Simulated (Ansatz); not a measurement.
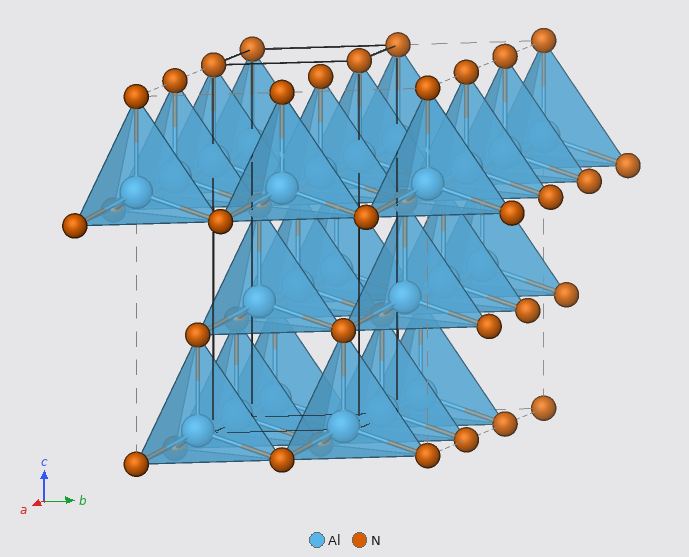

Crystal structure, polyhedral style, seen slightly off an axis. The drawing covers 3×2×1 cells, and the solid lines enclose one conventional unit cell. Some neighbours outside the box are added.

AlN, space group R3m (No. 160), a = 3.09 Å, b = 3.09 Å, c = 7.57 Å, α = 90.00°, β = 90.00°, γ = 120.00°.

Results below were computed with DFT r2SCAN, scalar-relativistic, plane waves, PAW in Ansatz 0.2.0; the settings were a cutoff energy of 500 eV, k-points about 0.25 Å⁻¹ apart, Gaussian smearing of 0.05 eV, no spin polarisation.

Q: Does it come out as a metal, or with a gap?

A: An insulator at this level, with a gap of 3.71 eV on the k-mesh (the true edges may lie between mesh points, so the gap can be somewhat smaller).

Q: Would the cell expand or shrink if it could?

A: The computed pressure is 0.9 GPa (compressed: it would expand). The stress isn't hydrostatic: its largest component is 2.4 GPa.

Its origin is a structure listed in the Materials Project. The cell was then strained or its atoms displaced on purpose. It was run through Ansatz as a DFT input.
